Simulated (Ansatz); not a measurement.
# Au(111) with 4 layers of random Au-Re, 2x2: scattering by chemical disorder, part 2 of 2

Aim: the residual resistivity of a random alloy, from Au(111) with 4 layers of random Au-Re, 2x2 and longer regions.

Ansatz 0.2.0; Ansatz plane-wave DFT, PBE, PAW files; ballistic transport by layer matching (Landauer), zero bias; PAW set soft_1.

So far. Step 2 (With 4 alloy layers): Over the solved energies the transmission per spin lies between 1.37 and 1.42, out of 3.20 channels of the lead on average (up to 3.21).

**3. With 8 alloy layers**

System of this step: Au(111) with 8 layers of random Au-Re, 2x2. The cell holds 56 atoms: 32 Au and 24 Re. Its edges and angles: a = 5.768 Å, b = 5.768 Å, c = 33.006 Å, α = 87.5°, β = 92.5°, γ = 120.0°. It derives from Au. Regions: lead, 24 atoms (24 Au); scattering region, 32 atoms (8 Au and 24 Re). The structure is stacked along c, and the current runs across the ab planes.

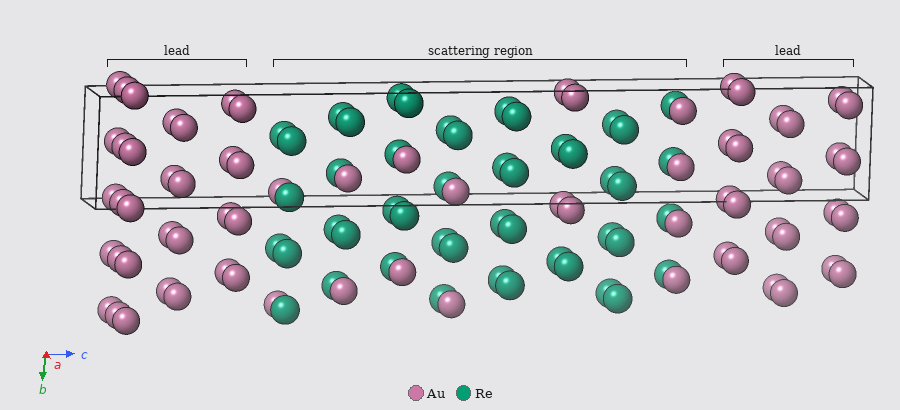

The cell of this step (gold pink, rhenium teal). 1×2×1 cells are drawn. Some periodic images of atoms are drawn too.

Contents of input.yaml:

```yaml
crystal:
  lattice:
    - [5.7675164607, 0.0, 0.0]
    - [-2.8837582304, 4.9948157718, 0.0]
    - [-1.4418791152, 0.8324692953, 32.9641022945]
  atoms:
    - { symbol: Au, position: [0.005952381, 0.994047619, 0.0357142857] }
    - { symbol: Au, position: [0.005952381, 0.494047619, 0.0357142857] }
    - { symbol: Au, position: [0.505952381, 0.994047619, 0.0357142857] }
    - { symbol: Au, position: [0.505952381, 0.494047619, 0.0357142857] }
    - { symbol: Au, position: [0.1845238095, 0.3154761905, 0.1071428571] }
    - { symbol: Au, position: [0.1845238095, 0.8154761905, 0.1071428571] }
    - { symbol: Au, position: [0.6845238095, 0.3154761905, 0.1071428571] }
    - { symbol: Au, position: [0.6845238095, 0.8154761905, 0.1071428571] }
    - { symbol: Au, position: [0.3630952381, 0.1369047619, 0.1785714286] }
    - { symbol: Au, position: [0.3630952381, 0.6369047619, 0.1785714286] }
    - { symbol: Au, position: [0.8630952381, 0.1369047619, 0.1785714286] }
    - { symbol: Au, position: [0.8630952381, 0.6369047619, 0.1785714286] }
    - { symbol: Au, position: [0.0416666667, 0.9583333333, 0.25] }
    - { symbol: Re, position: [0.0416666667, 0.4583333333, 0.25] }
    - { symbol: Re, position: [0.5416666667, 0.9583333333, 0.25] }
    - { symbol: Re, position: [0.5416666667, 0.4583333333, 0.25] }
    - { symbol: Re, position: [0.2202380952, 0.2797619048, 0.3214285714] }
    - { symbol: Re, position: [0.2202380952, 0.7797619048, 0.3214285714] }
    - { symbol: Re, position: [0.7202380952, 0.2797619048, 0.3214285714] }
    - { symbol: Au, position: [0.7202380952, 0.7797619048, 0.3214285714] }
    - { symbol: Re, position: [0.3988095238, 0.1011904762, 0.3928571429] }
    - { symbol: Re, position: [0.3988095238, 0.6011904762, 0.3928571429] }
    - { symbol: Re, position: [0.8988095238, 0.1011904762, 0.3928571429] }
    - { symbol: Au, position: [0.8988095238, 0.6011904762, 0.3928571429] }
    - { symbol: Re, position: [0.0773809524, 0.9226190476, 0.4642857143] }
    - { symbol: Re, position: [0.0773809524, 0.4226190476, 0.4642857143] }
    - { symbol: Au, position: [0.5773809524, 0.9226190476, 0.4642857143] }
    - { symbol: Re, position: [0.5773809524, 0.4226190476, 0.4642857143] }
    - { symbol: Re, position: [0.255952381, 0.244047619, 0.5357142857] }
    - { symbol: Re, position: [0.255952381, 0.744047619, 0.5357142857] }
    - { symbol: Re, position: [0.755952381, 0.244047619, 0.5357142857] }
    - { symbol: Re, position: [0.755952381, 0.744047619, 0.5357142857] }
    - { symbol: Au, position: [0.4345238095, 0.0654761905, 0.6071428571] }
    - { symbol: Re, position: [0.4345238095, 0.5654761905, 0.6071428571] }
    - { symbol: Au, position: [0.9345238095, 0.0654761905, 0.6071428571] }
    - { symbol: Re, position: [0.9345238095, 0.5654761905, 0.6071428571] }
    - { symbol: Re, position: [0.1130952381, 0.8869047619, 0.6785714286] }
    - { symbol: Re, position: [0.1130952381, 0.3869047619, 0.6785714286] }
    - { symbol: Re, position: [0.6130952381, 0.8869047619, 0.6785714286] }
    - { symbol: Re, position: [0.6130952381, 0.3869047619, 0.6785714286] }
    - { symbol: Re, position: [0.2916666667, 0.2083333333, 0.75] }
    - { symbol: Re, position: [0.2916666667, 0.7083333333, 0.75] }
    - { symbol: Au, position: [0.7916666667, 0.2083333333, 0.75] }
    - { symbol: Au, position: [0.7916666667, 0.7083333333, 0.75] }
    - { symbol: Au, position: [0.4702380952, 0.0297619048, 0.8214285714] }
    - { symbol: Au, position: [0.4702380952, 0.5297619048, 0.8214285714] }
    - { symbol: Au, position: [0.9702380952, 0.0297619048, 0.8214285714] }
    - { symbol: Au, position: [0.9702380952, 0.5297619048, 0.8214285714] }
    - { symbol: Au, position: [0.1488095238, 0.8511904762, 0.8928571429] }
    - { symbol: Au, position: [0.1488095238, 0.3511904762, 0.8928571429] }
    - { symbol: Au, position: [0.6488095238, 0.8511904762, 0.8928571429] }
    - { symbol: Au, position: [0.6488095238, 0.3511904762, 0.8928571429] }
    - { symbol: Au, position: [0.3273809524, 0.1726190476, 0.9642857143] }
    - { symbol: Au, position: [0.3273809524, 0.6726190476, 0.9642857143] }
    - { symbol: Au, position: [0.8273809524, 0.1726190476, 0.9642857143] }
    - { symbol: Au, position: [0.8273809524, 0.6726190476, 0.9642857143] }
kpoints:
  mp_grid: { grid: [5, 5, 1] }
hamiltonian:
  xc: pbe
  pseudopotentials: { kind: paw, azcp: { folder: soft_1 } }
scf:
  occupations: { method: fermi_dirac, width: 0.1 }
output:
  transmission:
    leads: [[0, 4]]
    kmesh: [10, 10]
    e_range: [-0.05, 0.05]
    de: 0.05
  write_potential: true
  write_density: true
  volumetric_format: npy
```

On the command line:

```bash
$ ansatz run input.yaml --threads 8 --pin off --max-ram 15360MiB --backend cpu --events-out ev --progress --plain --runs-dir out
```

Numbers of over 12 decimals in the logs are rounded to 6 here.

The program printed:

```text
[...]
Crystal: 56 atoms, lattice volume = 949.619 Å³
Basis set: ecut = 420 eV, 18659 PW (Γ)
Bands: 581, of which v1, the nominal top of the filled ones, is band 484 counted from 1 (483 counted from 0)
Symmetry: 1 space group operations
[...]
k-points: 13 of 25 (time reversal used)
[...]
SCF iter   1: F=—  HF=-681936.813874 eV  |F-HF|=—  |Δ(HF+E_count)|=         —  Δρ=3.37e-1  dr2=2.86e4  ethr=3.10e-3  ⟨swp⟩=4.9  Hψ=22448  notcnv=0  defer=309
[...]
SCF iter  14: F=-681684.482304 eV  HF=-681684.482304 eV  |F-HF|=1.62e-8  |Δ(HF+E_count)|=   6.87e-9  Δρ=3.06e-7  dr2=1.68e-8  ethr=1.03e-11  ⟨swp⟩=9.2  Hψ=24609  notcnv=0
SCF 1 converged in 14 iterations: F = -681684.482304 eV  dr2 = 1.68e-8
[...]
transmission: 292 of 2860 steps passed
transmission: 572 of 2860 steps passed
[...]
transmission: 2860 of 2860 steps passed
SCF converged after 14 iterations
Free energy (F): -681684.482304 eV
[...]
Internal energy: -681683.069843 eV  (E = F + TS)
E sigma→0 (E₀):  -681683.776074 eV
Entropy (-TS):   -1.412461 eV (-25.223 meV/atom)
Fermi energy:    20.780927 eV
[...]
--- Band table (eV; the first three rows and the last of 13) ---
  k-point 0: bands = [... 480 lower, 21.0561, 21.0784, 21.1206, 21.3002, 21.4361, 21.5167, 21.5367, 21.5557, ... 93 higher]
  k-point 1: bands = [... 480 lower, 20.7704, 20.8111, 20.8309, 20.9043, 20.9427, 20.9777, 21.0296, 21.0925, ... 93 higher]
  k-point 2: bands = [... 480 lower, 20.5531, 20.5834, 20.5998, 20.6553, 20.7081, 20.7406, 20.7863, 20.8309, ... 93 higher]
  k-point 12: bands = [... 480 lower, 20.5146, 20.6088, 20.6781, 20.7658, 20.8082, 20.8468, 20.8965, 21.0423, ... 93 higher]
--- Transmission ---
  basis      : 253 plane waves across, 55 finite elements along
  points     : 52, standing for a mesh of 10 x 10
[...]
channels       : 3.210000e0 a spin
[...]
junction   : crystal 0 to crystal 0, 0.70 to 31.31 Å
    transmission   : 1.016485e0 a spin
[...]
```

Wall time 7.8 min (8 threads of AMD EPYC 7B13 (Zen 3), shared host); peak memory 9.4 GiB.

This step gave:

```
free energy                                    : -681684.4823 eV
energy at zero smearing                        : -681683.7761 eV
Fermi energy                                   : 20.78 eV
transmission per spin nearest the Fermi level  : 1.016
open channels per spin nearest the Fermi level : 3.21
step of the lead's potential                   : 10.2 meV
```

Per spin. Transmission, zone mean against energy, zero at the Fermi level:

| energy (eV) | transmission, zone mean |
| --- | --- |
| -0.0500 | 1.01 |
| 0.0000 | 1.02 |
| 0.0500 | 1.06 |

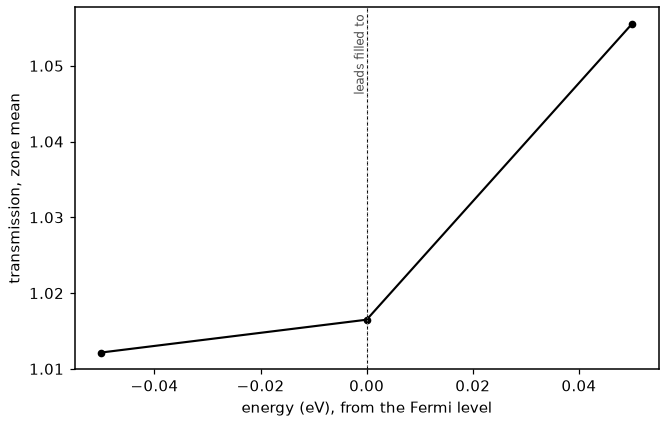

Transmission, zone mean against energy.

Over the solved energies the transmission per spin lies between 1.01 and 1.06, out of 3.21 channels of the lead on average (up to 3.21).

**4. With 12 alloy layers**

System of this step: Au(111) with 12 layers of random Au-Re, 2x2. The cell holds 72 atoms: 36 Au and 36 Re. Its edges and angles: a = 5.768 Å, b = 5.768 Å, c = 42.382 Å, α = 90.0°, β = 90.0°, γ = 120.0°. It derives from Au. Regions: lead, 24 atoms (24 Au); scattering region, 48 atoms (36 Re and 12 Au). The structure is stacked along c, and the current runs across the ab planes.

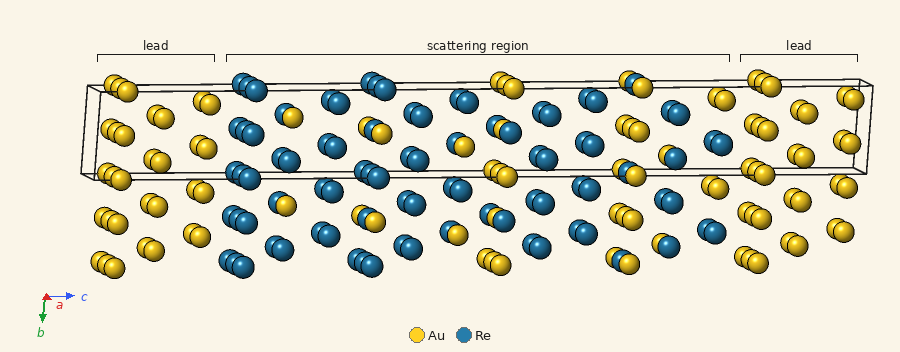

The cell of this step (gold yellow, rhenium blue). 1×2×1 cells are drawn. Some periodic images of atoms are drawn too.

Contents of input.yaml:

```yaml
crystal:
  lattice:
    - [5.7675164607, 0.0, 0.0]
    - [-2.8837582304, 4.9948157718, 0.0]
    - [0.0, 0.0, 42.3824172358]
  atoms:
    - { symbol: Au, position: [0.0, 0.0, 0.0277777778] }
    - { symbol: Au, position: [0.0, 0.5, 0.0277777778] }
    - { symbol: Au, position: [0.5, 0.0, 0.0277777778] }
    - { symbol: Au, position: [0.5, 0.5, 0.0277777778] }
    - { symbol: Au, position: [0.1666666667, 0.3333333333, 0.0833333333] }
    - { symbol: Au, position: [0.1666666667, 0.8333333333, 0.0833333333] }
    - { symbol: Au, position: [0.6666666667, 0.3333333333, 0.0833333333] }
    - { symbol: Au, position: [0.6666666667, 0.8333333333, 0.0833333333] }
    - { symbol: Au, position: [0.3333333333, 0.1666666667, 0.1388888889] }
    - { symbol: Au, position: [0.3333333333, 0.6666666667, 0.1388888889] }
    - { symbol: Au, position: [0.8333333333, 0.1666666667, 0.1388888889] }
    - { symbol: Au, position: [0.8333333333, 0.6666666667, 0.1388888889] }
    - { symbol: Re, position: [0.0, 0.0, 0.1944444444] }
    - { symbol: Re, position: [0.0, 0.5, 0.1944444444] }
    - { symbol: Re, position: [0.5, 0.0, 0.1944444444] }
    - { symbol: Re, position: [0.5, 0.5, 0.1944444444] }
    - { symbol: Re, position: [0.1666666667, 0.3333333333, 0.25] }
    - { symbol: Re, position: [0.1666666667, 0.8333333333, 0.25] }
    - { symbol: Au, position: [0.6666666667, 0.3333333333, 0.25] }
    - { symbol: Re, position: [0.6666666667, 0.8333333333, 0.25] }
    - { symbol: Re, position: [0.3333333333, 0.1666666667, 0.3055555556] }
    - { symbol: Re, position: [0.3333333333, 0.6666666667, 0.3055555556] }
    - { symbol: Re, position: [0.8333333333, 0.1666666667, 0.3055555556] }
    - { symbol: Re, position: [0.8333333333, 0.6666666667, 0.3055555556] }
    - { symbol: Re, position: [0.0, 0.0, 0.3611111111] }
    - { symbol: Au, position: [0.0, 0.5, 0.3611111111] }
    - { symbol: Re, position: [0.5, 0.0, 0.3611111111] }
    - { symbol: Re, position: [0.5, 0.5, 0.3611111111] }
    - { symbol: Re, position: [0.1666666667, 0.3333333333, 0.4166666667] }
    - { symbol: Re, position: [0.1666666667, 0.8333333333, 0.4166666667] }
    - { symbol: Re, position: [0.6666666667, 0.3333333333, 0.4166666667] }
    - { symbol: Re, position: [0.6666666667, 0.8333333333, 0.4166666667] }
    - { symbol: Re, position: [0.3333333333, 0.1666666667, 0.4722222222] }
    - { symbol: Re, position: [0.3333333333, 0.6666666667, 0.4722222222] }
    - { symbol: Re, position: [0.8333333333, 0.1666666667, 0.4722222222] }
    - { symbol: Au, position: [0.8333333333, 0.6666666667, 0.4722222222] }
    - { symbol: Au, position: [0.0, 0.0, 0.5277777778] }
    - { symbol: Re, position: [0.0, 0.5, 0.5277777778] }
    - { symbol: Au, position: [0.5, 0.0, 0.5277777778] }
    - { symbol: Au, position: [0.5, 0.5, 0.5277777778] }
    - { symbol: Re, position: [0.1666666667, 0.3333333333, 0.5833333333] }
    - { symbol: Re, position: [0.1666666667, 0.8333333333, 0.5833333333] }
    - { symbol: Re, position: [0.6666666667, 0.3333333333, 0.5833333333] }
    - { symbol: Re, position: [0.6666666667, 0.8333333333, 0.5833333333] }
    - { symbol: Re, position: [0.3333333333, 0.1666666667, 0.6388888889] }
    - { symbol: Re, position: [0.3333333333, 0.6666666667, 0.6388888889] }
    - { symbol: Re, position: [0.8333333333, 0.1666666667, 0.6388888889] }
    - { symbol: Re, position: [0.8333333333, 0.6666666667, 0.6388888889] }
    - { symbol: Au, position: [0.0, 0.0, 0.6944444444] }
    - { symbol: Au, position: [0.0, 0.5, 0.6944444444] }
    - { symbol: Re, position: [0.5, 0.0, 0.6944444444] }
    - { symbol: Au, position: [0.5, 0.5, 0.6944444444] }
    - { symbol: Re, position: [0.1666666667, 0.3333333333, 0.75] }
    - { symbol: Au, position: [0.1666666667, 0.8333333333, 0.75] }
    - { symbol: Re, position: [0.6666666667, 0.3333333333, 0.75] }
    - { symbol: Re, position: [0.6666666667, 0.8333333333, 0.75] }
    - { symbol: Au, position: [0.3333333333, 0.1666666667, 0.8055555556] }
    - { symbol: Re, position: [0.3333333333, 0.6666666667, 0.8055555556] }
    - { symbol: Au, position: [0.8333333333, 0.1666666667, 0.8055555556] }
    - { symbol: Re, position: [0.8333333333, 0.6666666667, 0.8055555556] }
    - { symbol: Au, position: [0.0, 0.0, 0.8611111111] }
    - { symbol: Au, position: [0.0, 0.5, 0.8611111111] }
    - { symbol: Au, position: [0.5, 0.0, 0.8611111111] }
    - { symbol: Au, position: [0.5, 0.5, 0.8611111111] }
    - { symbol: Au, position: [0.1666666667, 0.3333333333, 0.9166666667] }
    - { symbol: Au, position: [0.1666666667, 0.8333333333, 0.9166666667] }
    - { symbol: Au, position: [0.6666666667, 0.3333333333, 0.9166666667] }
    - { symbol: Au, position: [0.6666666667, 0.8333333333, 0.9166666667] }
    - { symbol: Au, position: [0.3333333333, 0.1666666667, 0.9722222222] }
    - { symbol: Au, position: [0.3333333333, 0.6666666667, 0.9722222222] }
    - { symbol: Au, position: [0.8333333333, 0.1666666667, 0.9722222222] }
    - { symbol: Au, position: [0.8333333333, 0.6666666667, 0.9722222222] }
kpoints:
  mp_grid: { grid: [5, 5, 1] }
hamiltonian:
  xc: pbe
  pseudopotentials: { kind: paw, azcp: { folder: soft_1 } }
scf:
  occupations: { method: fermi_dirac, width: 0.1 }
output:
  transmission:
    leads: [[0, 4]]
    kmesh: [10, 10]
    e_range: [-0.05, 0.05]
    de: 0.05
  write_potential: true
  write_density: true
  volumetric_format: npy
```

The program printed:

```text
[...]
Crystal: 72 atoms, lattice volume = 1220.939 Å³
Basis set: ecut = 420 eV, 23937 PW (Γ)
Bands: 735, of which v1, the nominal top of the filled ones, is band 612 counted from 1 (611 counted from 0)
Symmetry: 1 space group operations
[...]
k-points: 13 of 25 (time reversal used)
[...]
SCF iter   1: F=—  HF=-865095.743928 eV  |F-HF|=—  |Δ(HF+E_count)|=         —  Δρ=3.72e-1  dr2=4.38e4  ethr=3.10e-3  ⟨swp⟩=5.2  Hψ=30320  notcnv=0  defer=329
[...]
SCF iter  14: F=-864714.144094 eV  HF=-864714.144094 eV  |F-HF|=7.87e-8  |Δ(HF+E_count)|=   2.06e-8  Δρ=4.45e-7  dr2=8.03e-8  ethr=8.17e-12  ⟨swp⟩=8.2  Hψ=30733  notcnv=0
SCF 1 converged in 14 iterations: F = -864714.144094 eV  dr2 = 8.03e-8
[...]
transmission: 364 of 3640 steps passed
transmission: 728 of 3640 steps passed
[...]
transmission: 3640 of 3640 steps passed
SCF converged after 14 iterations
Free energy (F): -864714.144094 eV
[...]
Internal energy: -864712.223458 eV  (E = F + TS)
E sigma→0 (E₀):  -864713.183776 eV
Entropy (-TS):   -1.920636 eV (-26.675 meV/atom)
Fermi energy:    20.752505 eV
[...]
--- Band table (eV; the first three rows and the last of 13) ---
  k-point 0: bands = [... 608 lower, 21.0380, 21.0746, 21.0818, 21.2067, 21.3087, 21.3303, 21.4116, 21.4444, ... 119 higher]
  k-point 1: bands = [... 608 lower, 20.7816, 20.8063, 20.8598, 20.8839, 20.9207, 20.9366, 20.9754, 20.9851, ... 119 higher]
  k-point 2: bands = [... 608 lower, 20.5711, 20.5970, 20.6397, 20.6581, 20.7027, 20.7261, 20.7655, 20.7928, ... 119 higher]
  k-point 12: bands = [... 608 lower, 20.5991, 20.6191, 20.6854, 20.7334, 20.7629, 20.7961, 20.8568, 20.8628, ... 119 higher]
--- Transmission ---
  basis      : 253 plane waves across, 70 finite elements along
  points     : 52, standing for a mesh of 10 x 10
[...]
channels       : 3.210000e0 a spin
[...]
junction   : crystal 0 to crystal 0, 0.70 to 40.73 Å
    transmission   : 6.969792e-1 a spin
[...]
```

Run time: 13 min. Hardware: 8 threads; peak memory 9.1 GiB.

Numbers from this step:

| Item | Value |
| --- | --- |
| free energy | -864714.1441 eV |
| energy at zero smearing | -864713.1838 eV |
| Fermi energy | 20.75 eV |
| transmission per spin nearest the Fermi level | 0.6970 |
| step of the lead's potential | 12.9 meV |

Per spin. Table of transmission, zone mean by energy, zero at the Fermi level:

| energy (eV) | transmission, zone mean |
| --- | --- |
| -0.0500 | 0.695 |
| 0.0000 | 0.697 |
| 0.0500 | 0.695 |

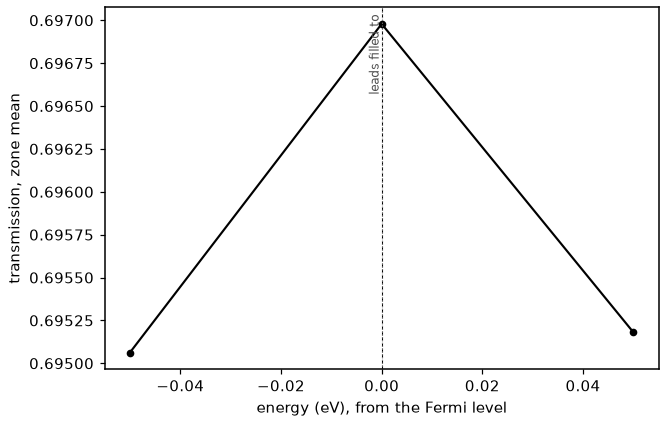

Transmission, zone mean, plotted against energy.

Over the solved energies the transmission per spin lies between 0.695 and 0.697, out of 3.20 channels of the lead on average (up to 3.21).

**5. Resistance against length**

This step: Ansatz plane-wave DFT, PBE, PAW files; ballistic transport by layer matching (Landauer), zero bias; residual resistivity from the slope of the area resistance, atoms on the host's lattice; PAW set soft_1 (Ansatz 0.2.0).

This step gave:

```
resistivity           : 142.6 µΩ cm
intercept             : 0.02626 fΩ m²
scatter about the fit : 0.1791 fΩ m²
```

Resistance, by row:

| run | length (Å) | T | channels N | RA (fΩ m²) |
| --- | --- | --- | --- | --- |
| n4 | 9.418 | 1.4 | 3.203 | 1.496 |
| n8 | 18.84 | 1.028 | 3.21 | 2.458 |
| n12 | 28.25 | 0.6957 | 3.197 | 4.181 |

The area resistance by length of the alloy:

| length of the alloy (Å) | area resistance (fΩ m²) |
| --- | --- |
| 9.42 | 1.50 |
| 18.84 | 2.46 |
| 28.25 | 4.18 |

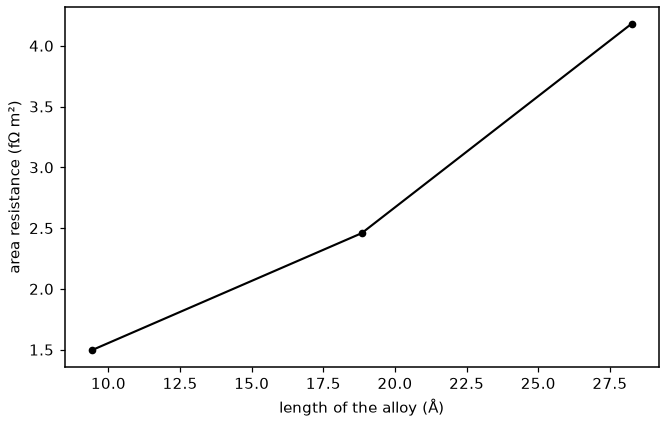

Area resistance against length of the alloy.

The area resistance goes from 1.5 to 4.2 fΩ m² between 9.4 and 28.3 Å, a slope of 143 µΩ cm.

By hand from the end points: (4.181 − 1.496) fΩ m² / (28.25 − 9.42) Å = 143 µΩ cm, since 1 fΩ m² per Å is 1000 µΩ cm.

**6. What came out**

```yaml
resistivity_from_the_slope: 143 µΩ cm
area_resistance_over_9p42_a: 1.50 fΩ m²
area_resistance_over_18p8_a: 2.46 fΩ m²
area_resistance_over_28p3_a: 4.18 fΩ m²
```

**Reading.** The slope gives 143 µΩ cm. The points scatter by 0.18 fΩ m² about the line, with one random draw a length in a 2x2 cell, so the slope is a rough value. Read with a model of isotropic scattering on a spherical Fermi surface and the lead's 0.86×10¹⁵ S/m², this slope means a mean free path near 6.1 Å (a rough figure, since the alloy's own channel count differs); over these lengths the model's slope is within 3 % of its bulk resistivity. The atoms sit on the host's lattice, so scattering by size misfit is left out. With 75 % of Re, whose own structure is another, this is a hypothetical phase. Spin-orbit coupling is left out, which matters for Au and Re.

[Logs are printed without paths, hosts, clocks, repeated set-up lines and the standing remarks that a program may print on its own settings, such as how far it seeks lower states.]

[Hosts, paths, dates, database ids (printed as entryN), source tags and the programs' standing remarks are cut or masked in the printed files.]
